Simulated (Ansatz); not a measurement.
# Run report: TiAl$_{3}$, single-point calculation

- system: TiAl$_{3}$ (I4/mmm, 4 atoms in the cell)
- method: DFT r2SCAN, scalar-relativistic, plane waves, PAW, no spin polarisation (Ansatz 0.2.0)

The structure derives from a Materials Project entry. It belongs to a series of runs on one base structure; here: bulk in the cell of the (1 1 0) plane. Figures and captions count atoms from 1; the log counts them from 0 in places.

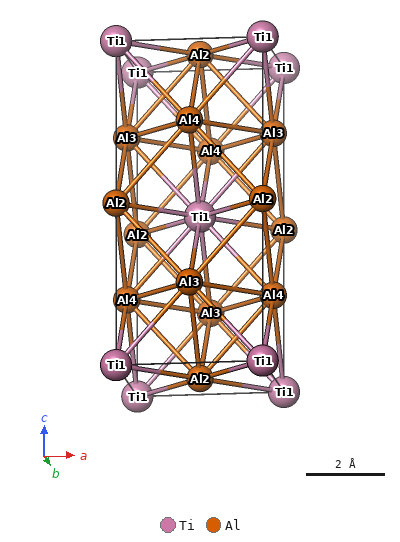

*The structure as given in the input (ball-and-stick view of the cell 2 times as large as that of the calculation, set on its symmetry axes, seen at an oblique angle; atoms are numbered from 1 in the order of the input). An atom can appear more than once, as a periodic image.*

Near neighbours in the periodic cell (some may lie outside the picture): Ti has 12 Al at 2.70 to 2.87 Å; Al has 8 Al at 2.70 to 2.87 Å and 4 Ti at 2.70 to 2.87 Å.

## Input file
```yaml
crystal:
  lattice:
    - [5.0642163393, 0.0, 0.0]
    - [2.1767051331, 4.5725531046, 0.0]
    - [1.4437556031, -2.2862765523, 2.7039768333]
  atoms:
    - { symbol: Ti, position: [0.0, 0.0, 0.0] }
    - { symbol: Al, position: [0.5, 0.5, 0.0] }
    - { symbol: Al, position: [0.25, 0.25, 0.5] }
    - { symbol: Al, position: [0.75, 0.75, 0.5] }
basis:
  ecutwfc: 500
kpoints:
  mp_grid: { grid: [8, 8, 13] }
hamiltonian:
  xc: r2scan
scf:
  occupations: { method: gaussian, width: 0.1 }
output:
  forces: true
  stress: true
  eigenvalues: true
  write_density: true
  write_potential: true
  elf: true
  volumetric_format: npy
```

Hardware: 2 threads of AMD EPYC (Zen 3), 32 GiB of memory available, shared host.

Launch command:
```bash
ansatz run input.yaml --threads 2 --pin off --max-ram 5120MiB --backend cpu --events-out ev --progress --plain --runs-dir out
```

## The program's output
```
Warning: crystal.symmetry: narrowed to the stabiliser of the k-point mesh — unitary ops 16 → 4; excluded 12 operations that carry a point of the 8×8×13 mesh (shift [0, 0, 0]) off the mesh (the run samples exactly the mesh kpoints.mp_grid names, as under crystal.symmetry.detect: false, and its converged state has the mesh's symmetry, not the crystal's; ε∞, the Born charges and the force constants of a linear response (`dielectric:` by the response, `phonons.method: dfpt`) are averaged over those of the crystal's operations that the state keeps within a tolerance, where `mesh_tensors`, `unaveraged_element` or `gamma_mean_max_change_ev_ang2` stands beside them; a row that `dielectric.field_direction` solves alone is averaged likewise, with nothing beside; a Γ-centred mesh of equal divisions is mapped onto itself by every operation and keeps the whole group, as does a half-shifted one under kpoints.further_shifts: images)
Engine: ansatz 0.2.0, x86_64-unknown-linux-gnu
Pseudopotentials: kind: paw
Pseudopotential: Ti, paw, valence charge 12, recommended cutoff 500 eV (meta_gga), Ti.paw.azcp
Pseudopotential: Al, paw, valence charge 3, recommended cutoff 500 eV (meta_gga), Al.paw.azcp
Functional definition: r2SCAN
  parameter k0 = 0.174
  parameter k1 = 0.065
  parameter a1 = 4.9479
  exchange = r2scan_x(k0 = k0, k1 = k1, a1 = a1)
  correlation = r2scan_c
Crystal: 4 atoms, lattice volume = 62.614 Å³
Basis set: ecut = 500 eV, 1555 PW (Γ), exchange–correlation on 160×160×120 points (64 copies of the dense FFT grid, shifted against one another)
Bands: 15, of which v1, the nominal top of the filled ones, is band 11 counted from 1 (10 counted from 0)
Symmetry: 4 space group operations
k-points: 237 of 832
Non-local potential: Ti, projectors of the file, l = 0: 3, l = 1: 2, l = 2: 3, l = 3: 1
Non-local potential: Al, projectors of the file, l = 0: 2, l = 1: 2, l = 2: 1
PAW form: soft (Blöchl's): semilocal exchange-correlation on the pseudo side does not see the compensation charge
PAW frozen core: Ti, regenerated for the run's functional (the file was generated under x = pbe(κ = 0.804, μ = 0.2195149727645171), c = pbe(β = 0.06672455060314922))
PAW frozen core: Al, regenerated for the run's functional (the file was generated under x = pbe(κ = 0.804, μ = 0.2195149727645171), c = pbe(β = 0.06672455060314922))
PAW one-centre angular grid: Ti, 590 points (default); XC on 160 Gauss nodes
PAW one-centre angular grid: Al, 302 points (default); XC on 160 Gauss nodes
Initial density: superposition of atomic densities (neutral atoms: chi_scale 0, normalization atom), corrected by the library's trained network
Initial wavefunctions: pseudopotential atomic-orbital guess
Functional: x = r2scan, c = r2scan; τ floored in thin density (d = 2e-4 eV/Å³)
SCF iter   1: F=—  HF=-4127.314616 eV  |F-HF|=—  |Δ(HF+E_count)|=         —  Δρ=1.27e-2  dr2=1.34e-1  dr2_τ=2.77e-2  ethr=1.77e-3  ⟨swp⟩=5.4  Hψ=20747  notcnv=0
preconditioner: auto → Kerker (q_TF=auto, 2.274 Å⁻¹)  [metal: Δε(μ)=0.014 eV  Ē_g=6.021 eV  σ=0.100 eV  W_gap=0.08  n_scr=10 (ndim 8)  ℏωp=16.9 eV  f_vac=0.000  D(μ)=1.07/eV (n_scr^D=2)]
SCF iter   2: F=—  HF=-4127.353475 eV  |F-HF|=—  |Δ(HF+E_count)|=   3.89e-2  Δρ=4.93e-3  dr2=1.83e-2  dr2_τ=3.50e-3  ethr=6.37e-4  ⟨swp⟩=2.7  Hψ=8836  notcnv=0  defer=43
SCF iter   3: F=—  HF=-4127.352489 eV  |F-HF|=—  |Δ(HF+E_count)|=   9.86e-4  Δρ=2.38e-3  dr2=3.29e-3  dr2_τ=7.84e-5  ethr=8.69e-5  ⟨swp⟩=2.0  Hψ=5090  notcnv=0  defer=43
SCF iter   4: F=—  HF=-4127.352488 eV  |F-HF|=—  |Δ(HF+E_count)|=   1.34e-6  Δρ=2.46e-4  dr2=3.69e-5  dr2_τ=2.80e-6  ethr=1.57e-5  ⟨swp⟩=2.8  Hψ=5781  notcnv=0  defer=43
SCF iter   5: F=—  HF=-4127.352519 eV  |F-HF|=—  |Δ(HF+E_count)|=   3.15e-5  Δρ=1.03e-4  dr2=7.91e-6  dr2_τ=3.79e-7  ethr=1.76e-7  ⟨swp⟩=2.0  Hψ=5073  notcnv=0  defer=43
SCF iter   6: F=—  HF=-4127.352518 eV  |F-HF|=—  |Δ(HF+E_count)|=   1.57e-6  Δρ=2.73e-5  dr2=6.99e-7  dr2_τ=1.92e-8  ethr=3.76e-8  ⟨swp⟩=1.6  Hψ=4356  notcnv=0  defer=43
SCF iter   7: F=-4127.352518 eV  HF=-4127.352518 eV  |F-HF|=3.78e-9  |Δ(HF+E_count)|=   8.94e-8  Δρ=3.91e-6  dr2=1.16e-8  dr2_τ=4.04e-10  ethr=4.76e-10  ⟨swp⟩=8.7  Hψ=22975  notcnv=0
SCF 1 converged in 7 iterations: F = -4127.352518 eV  dr2 = 1.16e-8
  greatest PAW one-centre occupation: 1.001 electrons in one spin orbital (limit 2), on the Ti atom at site 0 (counted from 0), in its partial waves of l = 1
```

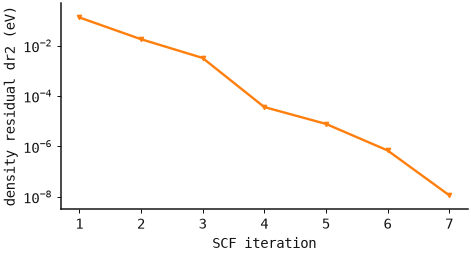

*Convergence of the self-consistent field: density residual dr2 against the SCF iteration.*

The residual falls at every step.

```
SCF converged after 7 iterations
Free energy (F): -4127.352518 eV
Harris-Foulkes:  -4127.352518 eV  (|F-HF|=3.78e-9)
Internal energy: -4127.346816 eV  (E = F + TS)
E sigma→0 (E₀):  -4127.349667 eV
Entropy (-TS):   -0.005701 eV (-1.425 meV/atom)
Fermi energy:    9.690297 eV
--- Per-component energies (eV) ---
  E_band       = -166.135166
  E_kinetic    = 345.038462
  E_local      = -1184.020289  (includes V_loc(G=0)·N_el)
  E_nonlocal   = 37.647931
  E_hartree    = 521.257110
  E_xc         = -204.747772
  E_vxc        = -228.342748  (∫ρ·V_xc dr)
  E_paw        = -2477.164674  (= ΣΔE_a)
  E_vpaw       = -191.709578  (= ΣTr[D̂ρ^β])
  E_aug_tail   = 0.000093  (compensation charges beyond the density's cutoff)
  E_vtau       = 12.740013  (kinetic-family band-sum trace: ∫τ·v_τ [+ j·A + Jᵃ·Aᵃ] dr)
  E_ewald      = -1164.923897
  E_core_change = -0.433781  (= ΣΔE_core)
  E_smearing   = -0.005701  (= −TS)
  E_closure    = 0.000000  (closes the sum)
  Σ components = -4127.352518   (vs F -4127.352518, Δ=0.00e0)
--- Forces (eV/Å), atoms counted from 1 ---
  atom   1  Ti    -0.00000000     0.00000000     0.00000000
  atom   2  Al     0.00000000     0.00000000     0.00000000
  atom   3  Al    -0.00226642    -0.00143122     0.00000000
  atom   4  Al     0.00226642     0.00143122    -0.00000000
  max |Σ_I F_I| component: 0.00e0 eV/Å
--- Stress (GPa, compression-positive) ---
       -0.094968      -0.098111       0.036281
       -0.098111      -0.001559      -0.057453
        0.036281      -0.057453      -0.050565
  P = ⅓ Tr σ = -0.0490 GPa (-0.490 kbar)
--- Band table (eV; the first three rows and the last of 237) ---
  k-point 0: bands = ["-49.1421", "-24.3986", "-24.3957", "-24.3324", "-1.0503", "6.7294", "6.8051", "8.2349", "8.3793", "8.3795", "10.5584", "11.4576", "11.4592", "11.8851", "12.5754"]
  k-point 1: bands = ["-49.1419", "-24.4003", "-24.3972", "-24.3321", "-0.9194", "6.7388", "6.8383", "8.0120", "8.0713", "8.3389", "9.9757", "11.6288", "11.6697", "11.7561", "12.8656"]
  k-point 2: bands = ["-49.1415", "-24.4049", "-24.4013", "-24.3314", "-0.5306", "6.5426", "7.1350", "7.2504", "7.7081", "8.2733", "8.9393", "11.6791", "11.8754", "11.9429", "13.1230"]
  k-point 236: bands = ["-49.1394", "-24.4239", "-24.4216", "-24.3282", "3.4904", "4.3247", "4.6452", "6.1077", "6.4107", "7.5945", "8.6621", "11.6727", "11.8724", "12.3522", "12.7485"]
```

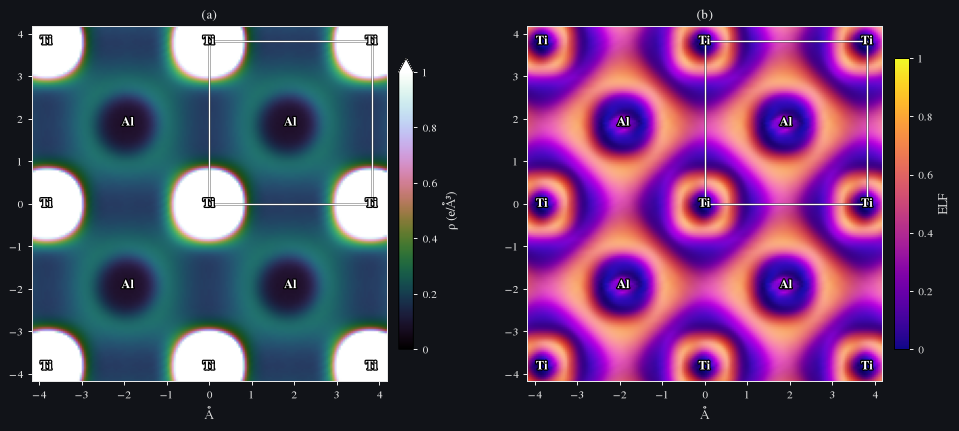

*(a) valence charge density (pseudo); (b) ELF on the (001) plane of the conventional cell.*

The section cuts through Ti and Al sites. Ti–Al (2.70 Å): ρ at the midpoint is about 0.23 e/Å³; the ELF is about 0.35 at the midpoint, which marks metallic bonding. Away from the nuclei the density in this plane falls to 0.15 e/Å³ at its lowest. The strong features right at Ti lie inside the PAW spheres (semicore, d or f shells) and say nothing about bonding. The fields are those of the smooth PAW valence density.

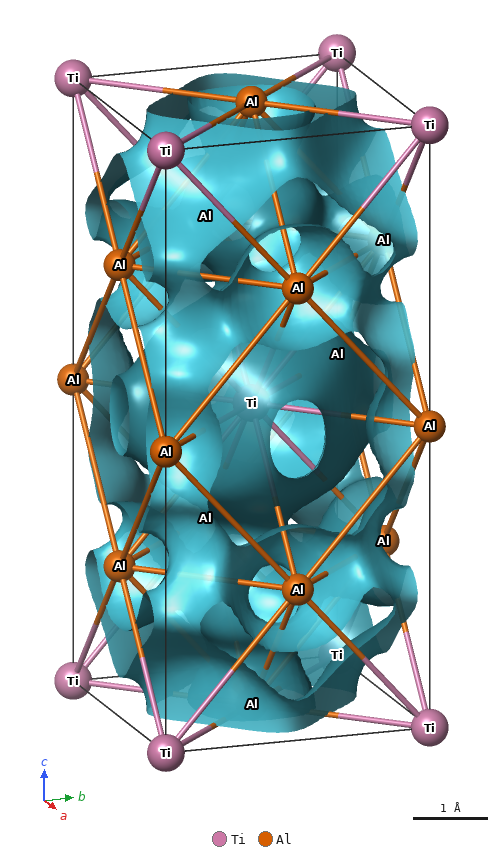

*Isosurface of the electron localisation function at 0.55 (cyan), seen slightly off an axis. Only the valence region is drawn (cores and ρ < 0.01 e/Å³ removed). Sticks mark near contacts. The outline is the cell set on symmetry axes.*

The ELF exceeds this value in one network that runs through the whole crystal, counted in one cell of 8 atoms.  Values along the shortest contacts: Ti–Al (2.70 Å): the ELF is about 0.35 at the midpoint, as expected for metallic bonding. Al–Al (2.70 Å): the ELF peaks at about 0.70 between the atoms.

## Results in brief

```tsv
quantity	value
outcome	converged
space group (tolerance 0.01 Å)	I4/mmm (139)
electrons treated	21
free energy	−4127.3525 eV
Fermi energy	9.690 eV
gap on the k-point mesh	none (metallic)
pressure	−0.05 GPa
largest force (length of the vector)	0.003 eV/Å
wall time	19 s (CPU time 37 s)
peak memory	0.77 GiB
```

## Remarks

The program warns: the k-point mesh lowers the symmetry that the run can use.
